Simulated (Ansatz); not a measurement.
Geometry relaxation, with input and output: ZrO (part 2 of 2)

ZrO (P4/nmm, 4 atoms in the cell); DFT PBEsol, scalar-relativistic, plane waves, PAW, no spin polarisation (Ansatz 0.2.0); cutoff 420 eV, 6×6×4 k-mesh, Gaussian smearing of 0.1 eV. The structure was made by swapping elements on the sites of another compound; it need not be a known phase. It belongs to a series of runs on one base structure; here: Sn -> Zr on all its sites, cell and atoms relaxed.

Geometry of the input (Å; fractional positions):
```
4.2293  0.0000  0.0000
0.0000  4.2293  0.0000
0.0000  0.0000  5.2831
Zr 0.0000  0.5000  0.2424
Zr 0.5000  0.0000  0.7576
O  0.5000  0.5000  0.0000
O  0.0000  0.0000  0.0000
```

Output, continued
```
SCF iter   1: F=—  HF=-9383.723813 eV  |F-HF|=—  |Δ(HF+E_count)|=         —  Δρ=6.45e-4  dr2=3.45e-5  ethr=1.02e-7  ⟨swp⟩=3.1  Hψ=4669  notcnv=0
preconditioner: auto → Kerker (q_TF=auto, 2.489 Å⁻¹)  [metal: Δε(μ)=0.032 eV  Ē_g=9.536 eV  σ=0.100 eV  W_gap=0.18  n_scr=18 (ndim 8)  ℏωp=21.0 eV  f_vac=0.000  D(μ)=2.48/eV (n_scr^D=20)]
SCF iter   2: F=—  HF=-9383.723844 eV  |F-HF|=—  |Δ(HF+E_count)|=   3.13e-5  Δρ=3.18e-4  dr2=1.07e-5  ethr=9.59e-8  ⟨swp⟩=2.0  Hψ=904  notcnv=0
SCF iter   3: F=—  HF=-9383.723854 eV  |F-HF|=—  |Δ(HF+E_count)|=   9.54e-6  Δρ=1.15e-4  dr2=9.92e-7  ethr=2.96e-8  ⟨swp⟩=2.0  Hψ=805  notcnv=0
SCF iter   4: F=—  HF=-9383.723855 eV  |F-HF|=—  |Δ(HF+E_count)|=   1.16e-6  Δρ=4.12e-6  dr2=1.50e-8  ethr=2.75e-9  ⟨swp⟩=2.0  Hψ=900  notcnv=0
SCF iter   5: F=-9383.723855 eV  HF=-9383.723855 eV  |F-HF|=1.02e-9  |Δ(HF+E_count)|=   1.57e-9  Δρ=9.79e-7  dr2=1.58e-9  ethr=1.11e-11  ⟨swp⟩=4.0  Hψ=2125  notcnv=0
SCF 8 converged in 5 iterations: F = -9383.723855 eV  dr2 = 1.58e-9
relax step   8: F+E_penalty+E_count = -9383.72385511 eV  Δ(F+E_penalty+E_count) = +1.219e-2 eV  max|allowed force component| = 1.196e-2 eV/Å  Δτ_max = 0.0000 Å  P = -0.546 GPa  Ω = 62.476 Å³  stress off target by 5.46e-1 GPa  SCF on the basis re-selected at this cell (its energy is not comparable with the rows above)  (5 SCF iters)
basis re-selected at this cell: Δ(F+E_penalty+E_count) = +1.219e-2 eV, ΔP = -0.398 GPa vs the last step (what re-selecting the basis moved, of the pressure what is left beyond the Pulay correction that the steps carried, after the strain that the cell walked since its last selection, with what the two solves' SCF thresholds leave and, on support functions, any second-order correction that the steps lacked; it is no measure of the basis error at this ecutwfc). The dense FFT grid was sized anew with the basis: this SCF ran on 25×25×36 points, the steps before it on 30×30×36, so part of this shift can come from that change (see relax.cell in the input reference). This SCF's stress stands 5.46e-1 GPa from its target on what of the cell is left free (relax.cell.stress_tol is 5.00e-1 GPa) and its largest allowed force component is 1.20e-2 eV/Å (relax.f_tol is 5.00e-2 eV/Å): not within both, so this SCF does not close the relaxation
Crystal: 4 atoms, lattice volume = 62.209 Å³
Basis set: ecut = 420 eV, 1189 PW (Γ), exchange–correlation on 50×50×72 points (8 copies of the dense FFT grid, shifted against one another)
iter 1 solved again at ethr=3.71e-7 eV; its pass at ethr=3.10e-3 eV (dr2=1.34e-4 eV) is discarded
SCF iter   1: F=—  HF=-9383.725064 eV  |F-HF|=—  |Δ(HF+E_count)|=         —  Δρ=3.29e-4  dr2=1.27e-4  ethr=3.71e-7  ⟨swp⟩=2.1  Hψ=3540  notcnv=0
preconditioner: auto → Kerker (q_TF=auto, 2.491 Å⁻¹)  [metal: Δε(μ)=0.027 eV  Ē_g=9.541 eV  σ=0.100 eV  W_gap=0.15  n_scr=18 (ndim 8)  ℏωp=21.1 eV  f_vac=0.000  D(μ)=2.46/eV (n_scr^D=20)]
SCF iter   2: F=—  HF=-9383.725047 eV  |F-HF|=—  |Δ(HF+E_count)|=   1.72e-5  Δρ=1.93e-4  dr2=5.42e-5  ethr=3.51e-7  ⟨swp⟩=1.0  Hψ=660  notcnv=0
SCF iter   3: F=—  HF=-9383.725032 eV  |F-HF|=—  |Δ(HF+E_count)|=   1.49e-5  Δρ=1.04e-4  dr2=1.18e-5  ethr=1.51e-7  ⟨swp⟩=2.3  Hψ=988  notcnv=0
SCF iter   4: F=—  HF=-9383.725029 eV  |F-HF|=—  |Δ(HF+E_count)|=   2.74e-6  Δρ=4.03e-5  dr2=1.01e-6  ethr=3.28e-8  ⟨swp⟩=2.0  Hψ=887  notcnv=0
SCF iter   5: F=-9383.725029 eV  HF=-9383.725029 eV  |F-HF|=1.82e-9  |Δ(HF+E_count)|=   2.47e-7  Δρ=6.72e-6  dr2=1.74e-8  ethr=1.11e-9  ⟨swp⟩=5.0  Hψ=2667  notcnv=0
SCF 9 converged in 5 iterations: F = -9383.725029 eV  dr2 = 1.74e-8
relax step   9: F+E_penalty+E_count = -9383.72502862 eV  Δ(F+E_penalty+E_count) = -1.174e-3 eV  max|allowed force component| = 5.254e-4 eV/Å  Δτ_max = 0.0030 Å  P = -0.000 GPa  Ω = 62.209 Å³  energy of the carried Pulay correction = +6.824e-4 eV  (5 SCF iters, dr2 threshold 4.00e-7 eV, accepted)
Basis set: ecut = 420 eV, 1189 PW (Γ), exchange–correlation on 48×48×72 points (8 copies of the dense FFT grid, shifted against one another)
iter 1 solved again at ethr=1.68e-8 eV; its pass at ethr=3.10e-3 eV (dr2=6.03e-6 eV) is discarded
SCF iter   1: F=—  HF=-9383.724224 eV  |F-HF|=—  |Δ(HF+E_count)|=         —  Δρ=3.53e-5  dr2=1.19e-7  ethr=1.68e-8  ⟨swp⟩=3.7  Hψ=4859  notcnv=0
preconditioner: auto → Kerker (q_TF=auto, 2.491 Å⁻¹)  [metal: Δε(μ)=0.026 eV  Ē_g=9.545 eV  σ=0.100 eV  W_gap=0.15  n_scr=18 (ndim 8)  ℏωp=21.1 eV  f_vac=0.000  D(μ)=2.47/eV (n_scr^D=20)]
SCF iter   2: F=—  HF=-9383.724226 eV  |F-HF|=—  |Δ(HF+E_count)|=   1.72e-6  Δρ=1.72e-5  dr2=3.38e-8  ethr=3.31e-10  ⟨swp⟩=2.0  Hψ=932  notcnv=0
SCF iter   3: F=-9383.724226 eV  HF=-9383.724226 eV  |F-HF|=2.36e-11  |Δ(HF+E_count)|=   2.47e-8  Δρ=4.81e-6  dr2=3.78e-9  ethr=1.11e-11  ⟨swp⟩=3.1  Hψ=2713  notcnv=0
SCF 10 converged in 3 iterations: F = -9383.724226 eV  dr2 = 3.78e-9
relax step  10: F+E_penalty+E_count = -9383.72422570 eV  Δ(F+E_penalty+E_count) = +8.029e-4 eV  max|allowed force component| = 2.867e-4 eV/Å  Δτ_max = 0.0000 Å  P = -0.017 GPa  Ω = 62.209 Å³  stress off target by 2.85e-2 GPa  SCF on the basis re-selected at this cell (its energy is not comparable with the rows above)  (3 SCF iters)
```

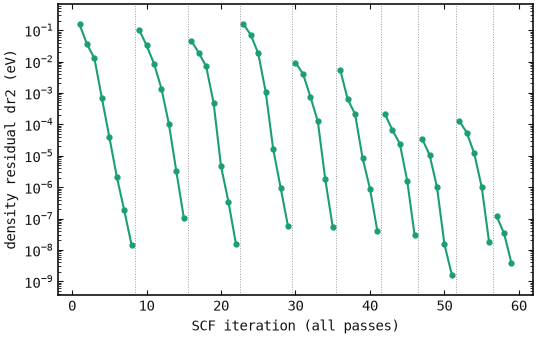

Fig. 1: Convergence of the self-consistent field: density residual dr2 against the SCF iteration. The dotted lines part the SCF passes of the relaxation: geometry steps, rejected trials and re-solves on a re-selected basis. The 10 passes take 3 to 8 iterations each, 59 in all.

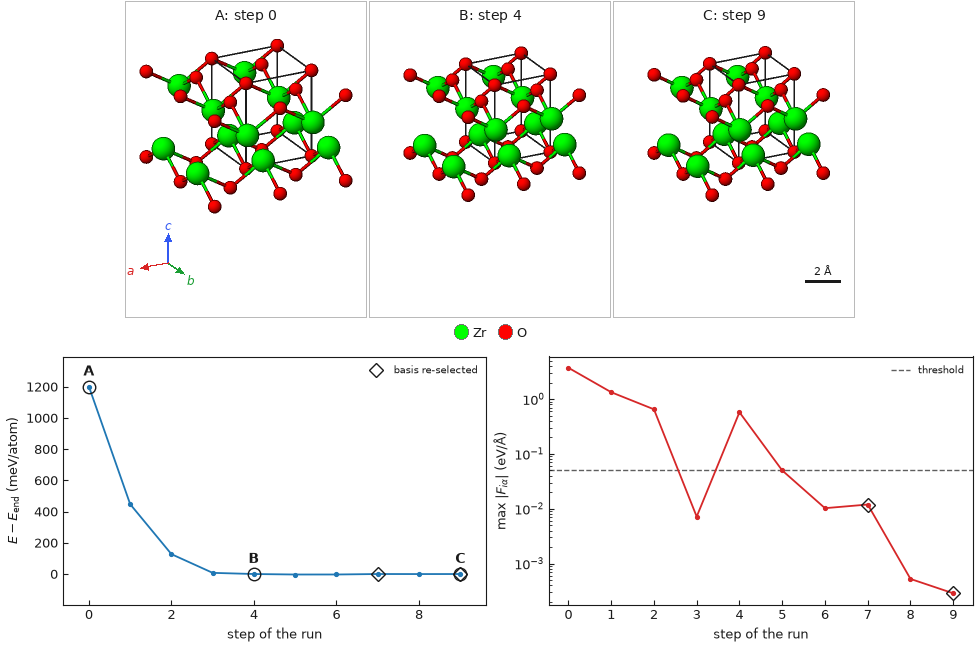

Fig. 2: Frames of the relaxation (ball-and-stick view of the cell of the calculation, repeated 2 × 2 × 1, seen at an oblique angle) above the curves, on which the letters mark them (the first geometry is step 0 here and step 1 in the log).

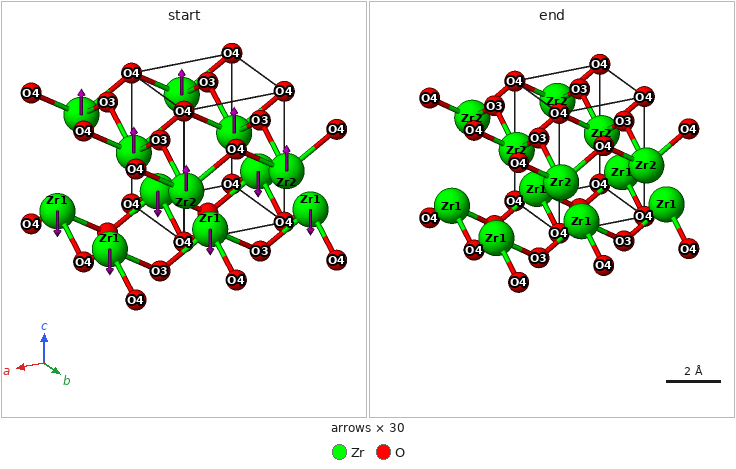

Fig. 3: Before (left) and after (right) the relaxation, at one scale (ball-and-stick view of the cell of the calculation, repeated 2 × 2 × 1, seen at an oblique angle). The pink arrows give the displacements (without the part carried along by the change of the cell), magnified 30 times. The largest moves relative to the cell, 0.035 Å, are those of Zr1 and Zr2. O stays in place. Cell: a = b 4.229 → 3.587 Å (−15.2 %), c 5.283 → 4.835 Å (−8.5 %). Volume −34.2 %. Among the contacts that change: Zr1–O3 2.472 → 2.123 Å. Among the angles that change: O3–Zr1–O3 117.6° → 115.3°, Zr1–O3–Zr1 117.6° → 115.3°. The space group stays P4/nmm (No. 129). The energy falls by 1202 meV per atom in 7 geometry steps. Largest force component: 3.7 eV/Å at the start, 0.00029 eV/Å at the end. The pressure goes from −29.96 to −0.02 GPa. The basis was re-selected once at an unchanged geometry, which shifts the energy a little without any move. The energy change given includes the shifts at the re-selections in mid-walk, which come without any move. A last SCF at the same geometry on a re-selected plane-wave basis shifts the energy by +0.2 meV per atom. (Atoms are counted from 1 in the order of the input.)

```
basis re-selected at this cell: Δ(F+E_penalty+E_count) = +8.029e-4 eV, ΔP = -0.016 GPa vs the last step (what re-selecting the basis moved, of the pressure what is left beyond the Pulay correction that the steps carried, after the strain that the cell walked since its last selection, with what the two solves' SCF thresholds leave and, on support functions, any second-order correction that the steps lacked; it is no measure of the basis error at this ecutwfc). The dense FFT grid was sized anew with the basis: this SCF ran on 24×24×36 points, the steps before it on 25×25×36, so part of this shift can come from that change (see relax.cell in the input reference). This SCF's stress stands 2.85e-2 GPa from its target on what of the cell is left free (relax.cell.stress_tol is 5.00e-1 GPa) and its largest allowed force component is 2.87e-4 eV/Å (relax.f_tol is 5.00e-2 eV/Å): within both
SCF converged after 3 iterations
Free energy (F): -9383.724226 eV
Harris-Foulkes:  -9383.724226 eV  (|F-HF|=2.36e-11)
Internal energy: -9383.711862 eV  (E = F + TS)
E sigma→0 (E₀):  -9383.718044 eV
Entropy (-TS):   -0.012364 eV (-3.091 meV/atom)
Fermi energy:    12.871946 eV
--- Per-component energies (eV) ---
  E_band       = -234.850293
  E_kinetic    = 1018.281386
  E_local      = -2322.965290  (includes V_loc(G=0)·N_el)
  E_nonlocal   = 255.162275
  E_hartree    = 808.272772
  E_xc         = -467.554689
  E_vxc        = -568.895131  (∫ρ·V_xc dr)
  E_paw        = -6103.807886  (= ΣΔE_a)
  E_vpaw       = -232.985396  (= ΣTr[D̂ρ^β])
  E_aug_tail   = 0.005029  (compensation charges beyond the density's cutoff)
  E_ewald      = -2571.507476
  E_core_change = 0.402017  (= ΣΔE_core)
  E_smearing   = -0.012364  (= −TS)
  E_closure    = 0.000000  (closes the sum)
  Σ components = -9383.724226   (vs F -9383.724226, Δ=0.00e0)
--- Forces (eV/Å), atoms counted from 1 ---
  atom   1  Zr     0.00000000     0.00000000    -0.00028674
  atom   2  Zr     0.00000000     0.00000000     0.00028674
  atom   3  O      0.00000000     0.00000000    -0.00000000
  atom   4  O      0.00000000     0.00000000     0.00000000
  max |Σ_I F_I| component: 1.67e-16 eV/Å
--- Stress (GPa, compression-positive) ---
       -0.028483       0.000000       0.000000
        0.000000      -0.028483       0.000000
        0.000000       0.000000       0.006889
  P = ⅓ Tr σ = -0.0167 GPa (-0.167 kbar)
--- Band table (eV; the first three rows and the last of 30) ---
  k-point 0: bands = ["-37.0896", "-37.0000", "-15.6255", "-15.2381", "-15.2381", "-14.9960", "-14.9960", "-14.8028", "-7.4704", "-7.1241", "5.0552", "5.0587", "5.0587", "5.8272", "8.1627", "8.1627", "10.2028", "13.7903", "13.8159", "14.0454", "14.5925", "15.5672"]
  k-point 1: bands = ["-37.0813", "-37.0083", "-15.5798", "-15.2169", "-15.2169", "-15.0179", "-15.0179", "-14.8679", "-7.4298", "-7.1215", "4.9654", "5.0767", "5.0767", "5.7427", "8.0971", "8.0971", "10.7010", "13.4865", "13.9445", "14.4015", "15.1403", "15.3322"]
  k-point 2: bands = ["-37.0705", "-37.0191", "-15.5244", "-15.1894", "-15.1894", "-15.0461", "-15.0461", "-14.9425", "-7.3891", "-7.1189", "4.8781", "5.0959", "5.0959", "5.6637", "8.0314", "8.0314", "11.5478", "12.7339", "14.1705", "15.0282", "15.4240", "15.5183"]
  k-point 29: bands = ["-37.0120", "-37.0120", "-15.7952", "-15.7952", "-15.2276", "-15.2276", "-15.0319", "-15.0319", "-6.6778", "-6.6778", "4.8561", "4.8561", "7.4061", "7.4061", "8.0822", "8.0822", "11.9975", "11.9975", "12.5299", "12.5299", "14.9324", "14.9324"]
--- Relaxed structure (8 steps of the walk, 8 accepted, 2 SCFs on fresh bases) ---
  F+E_penalty+E_count = -9383.72422570 eV   max|allowed force component| = 2.867e-4 eV/Å   (the final SCF, on the basis selected at the relaxed cell)
  cell:  # Å, volume = 62.2087 Å³
    - [3.586808934752239, 4.2695049495425036e-33, 0.0]
    - [4.2695049495425036e-33, 3.586808934752239, 0.0]
    - [0.0, 0.0, 4.835422866342518]
  atoms:
    - { symbol: Zr, position: [3.3174844454840215e-35, 0.5, 0.23507401929218769] }
    - { symbol: Zr, position: [0.5, 3.557624070225569e-37, 0.764925980707812] }
    - { symbol: O, position: [0.5, 0.5, -4.104410349777508e-20] }
    - { symbol: O, position: [-3.1040270012705676e-35, -3.5576240702241464e-37, -4.10441034977755e-20] }
```

Trajectory as extended XYZ (Å, eV, eV/Å), 10 frames, from step=1 to step=10
```
4
Lattice="4.2293 0.0000 0.0000 0.0000 4.2293 0.0000 0.0000 0.0000 5.2831" Properties=species:S:1:pos:R:3:forces:R:3 step=1 energy=-9378.91882 pressure_GPa=-29.96
Zr    0.0000    2.1147    1.2806    0.0000   0.0000  -3.7395
Zr    2.1147    0.0000    4.0025    0.0000   0.0000   3.7395
O     2.1147    2.1147    0.0000    0.0000   0.0000   0.0000
O     0.0000    0.0000    0.0000    0.0000   0.0000   0.0000
4
Lattice="4.0232 0.0000 0.0000 0.0000 4.0232 0.0000 0.0000 0.0000 5.1098" Properties=species:S:1:pos:R:3:forces:R:3 step=2 energy=-9381.93371 pressure_GPa=-23.04
Zr    0.0000    2.0116    1.0711    0.0000   0.0000  -1.3401
Zr    2.0116    0.0000    4.0387    0.0000   0.0000   1.3401
O     2.0116    2.0116    0.0000    0.0000   0.0000   0.0000
O     0.0000    0.0000    0.0000    0.0000   0.0000   0.0000
4
Lattice="3.8171 0.0000 0.0000 0.0000 3.8171 0.0000 0.0000 0.0000 4.9357" Properties=species:S:1:pos:R:3:forces:R:3 step=3 energy=-9383.21477 pressure_GPa=-10.72
Zr    0.0000    1.9085    1.0127    0.0000   0.0000   0.6533
Zr    1.9085    0.0000    3.9230    0.0000   0.0000  -0.6533
O     1.9085    1.9085    0.0000    0.0000   0.0000   0.0000
O     0.0000    0.0000    0.0000    0.0000   0.0000   0.0000
4
Lattice="3.6675 0.0000 0.0000 0.0000 3.6675 0.0000 0.0000 0.0000 4.6754" Properties=species:S:1:pos:R:3:forces:R:3 step=4 energy=-9383.69406 pressure_GPa=-0.84
Zr    0.0000    1.8337    1.0767    0.0000   0.0000  -0.0072
Zr    1.8337    0.0000    3.5987    0.0000   0.0000   0.0072
O     1.8337    1.8337    0.0000    0.0000   0.0000   0.0000
O     0.0000    0.0000    0.0000    0.0000   0.0000   0.0000
4
Lattice="3.5875 0.0000 0.0000 0.0000 3.5875 0.0000 0.0000 0.0000 4.8164" Properties=species:S:1:pos:R:3:forces:R:3 step=5 energy=-9383.72391 pressure_GPa=2.58
Zr    0.0000    1.7938    1.1123    0.0000   0.0000   0.5770
Zr    1.7938    0.0000    3.7041    0.0000   0.0000  -0.5770
O     1.7938    1.7938    0.0000    0.0000   0.0000   0.0000
O     0.0000    0.0000    0.0000    0.0000   0.0000   0.0000
4
Lattice="3.5876 0.0000 0.0000 0.0000 3.5876 0.0000 0.0000 0.0000 4.8344" Properties=species:S:1:pos:R:3:forces:R:3 step=6 energy=-9383.73648 pressure_GPa=0.23
Zr    0.0000    1.7938    1.1379    0.0000   0.0000  -0.0501
Zr    1.7938    0.0000    3.6965    0.0000   0.0000   0.0501
O     1.7938    1.7938    0.0000    0.0000   0.0000   0.0000
O     0.0000    0.0000    0.0000    0.0000   0.0000   0.0000
4
Lattice="3.5922 0.0000 0.0000 0.0000 3.5922 0.0000 0.0000 0.0000 4.8416" Properties=species:S:1:pos:R:3:forces:R:3 step=7 energy=-9383.73604 pressure_GPa=-0.15
Zr    0.0000    1.7961    1.1353    0.0000   0.0000   0.0103
Zr    1.7961    0.0000    3.7063    0.0000   0.0000  -0.0103
O     1.7961    1.7961    0.0000    0.0000   0.0000   0.0000
O     0.0000    0.0000    0.0000    0.0000   0.0000   0.0000
4
Lattice="3.5922 0.0000 0.0000 0.0000 3.5922 0.0000 0.0000 0.0000 4.8416" Properties=species:S:1:pos:R:3:forces:R:3 step=8 energy=-9383.72386 pressure_GPa=-0.55
Zr    0.0000    1.7961    1.1353    0.0000   0.0000   0.0120
Zr    1.7961    0.0000    3.7063    0.0000   0.0000  -0.0120
O     1.7961    1.7961    0.0000    0.0000   0.0000   0.0000
O     0.0000    0.0000    0.0000    0.0000   0.0000   0.0000
4
Lattice="3.5868 0.0000 0.0000 0.0000 3.5868 0.0000 0.0000 0.0000 4.8354" Properties=species:S:1:pos:R:3:forces:R:3 step=9 energy=-9383.72503 pressure_GPa=-0.00
Zr    0.0000    1.7934    1.1367    0.0000   0.0000  -0.0005
Zr    1.7934    0.0000    3.6987    0.0000   0.0000   0.0005
O     1.7934    1.7934    0.0000    0.0000   0.0000   0.0000
O     0.0000    0.0000    0.0000    0.0000   0.0000   0.0000
4
Lattice="3.5868 0.0000 0.0000 0.0000 3.5868 0.0000 0.0000 0.0000 4.8354" Properties=species:S:1:pos:R:3:forces:R:3 step=10 energy=-9383.72423 pressure_GPa=-0.02
Zr    0.0000    1.7934    1.1367    0.0000   0.0000  -0.0003
Zr    1.7934    0.0000    3.6987    0.0000   0.0000   0.0003
O     1.7934    1.7934    0.0000    0.0000   0.0000   0.0000
O     0.0000    0.0000    0.0000    0.0000   0.0000   0.0000
```

Results in brief

| quantity | value |
| --- | --- |
| outcome | converged |
| space group (tolerance 0.01 Å) | P4/nmm (129) |
| electrons treated | 36 |
| free energy | −9383.7242 eV |
| Fermi energy | 12.872 eV |
| gap on the k-point mesh | none (metallic) |
| pressure | −0.02 GPa |
| final volume | 62.21 Å³ |
| largest force (length of the vector) at the end | under 0.001 eV/Å |
| final cell | a = 3.587 Å, b = 3.587 Å, c = 4.835 Å, α = 90.00°, β = 90.00°, γ = 90.00° |
| hardware | 1 thread of Intel Xeon @ 2.50GHz (Skylake/Cascade Lake), 192 GiB of memory available, shared host |
| wall time | 48 s |
| peak memory | 0.44 GiB |
